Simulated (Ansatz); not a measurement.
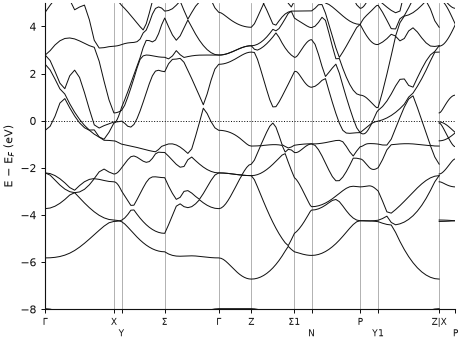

Band structure. Energies are counted from the Fermi level.

Question: What lattice type does the k path imply?

Answer: A body-centred tetragonal lattice: the path Γ–X–Y–Σ–Γ–Z–Σ1–N–P–Y1–Z|X–P runs through the special points of its Brillouin zone.

Input of the run:

```yaml
crystal:
  lattice:
    - [-2.040953, 2.040953, 6.08708]
    - [2.040953, -2.040953, 6.08708]
    - [2.040953, 2.040953, -6.08708]
  atoms:
    - { symbol: Cd, position: [0.5, 0.5, 0.0] }
    - { symbol: Cd, position: [0.25, 0.75, 0.5] }
    - { symbol: Cd, position: [0.75, 0.25, 0.5] }
    - { symbol: Se, position: [0.0, 0.0, 0.0] }
hamiltonian:
  xc: r2scan
  pseudopotentials: { kind: paw }
kpoints:
  mp_grid: { grid: [9, 9, 9] }
  band_path:
    path:
      - [[0.0, 0.0, 0.0], [-0.5, 0.5, 0.0], [-0.5, 0.5, -0.0562105704], [-0.2781052852, 0.2781052852, -0.2781052852], [0.0, 0.0, 0.0], [0.5, 0.5, -0.5], [0.2781052852, 0.7218947148, -0.7218947148], [0.0, 0.5, -0.5], [-0.25, 0.75, -0.25], [0.0562105704, 0.9437894296, -0.5], [0.5, 0.5, -0.5]]
      - [[-0.5, 0.5, 0.0], [-0.25, 0.75, -0.25]]
    npoints: 14
scf:
  occupations: { method: fermi_dirac, width: 0.05 }
  n_extra_bands: 10
output:
  forces: true
  stress: true
  eigenvalues: true
  fatbands: false
  write_density: true
  write_potential: true
  elf: true
  volumetric_format: npy
```

System: Cd3Se, space group I4/mmm, 4 atoms in the primitive cell.

Computed with Ansatz 0.2.0: r2SCAN, Ansatz PAW, no spin polarisation, no spin-orbit coupling, 9×9×9 k mesh, 500 eV cutoff, Fermi-Dirac smearing of 0.05 eV.

Question: Metal, semiconductor or insulator?

Answer: A metal: bands cross the Fermi level along this path.

Spin-orbit coupling is left out, which matters for Se. The PAW data sets were made with another functional. The k mesh is thin for a metal, so its Fermi level is uncertain. The cell comes from a database of computed structures, and whether it is the stable form of this composition wasn't checked. Bands are joined in order of energy, so crossings between the computed points show as kinks or gaps. In reduced coordinates of the cell that was run, X is (−0.5, 0.5, 0), Y is (−0.5, 0.5, −0.056), Σ is (−0.278, 0.278, −0.278), Z is (0.5, 0.5, −0.5), Σ1 is (0.278, 0.722, −0.722), N is (0, 0.5, −0.5), P is (−0.25, 0.75, −0.25) and Y1 is (0.056, 0.944, −0.5).
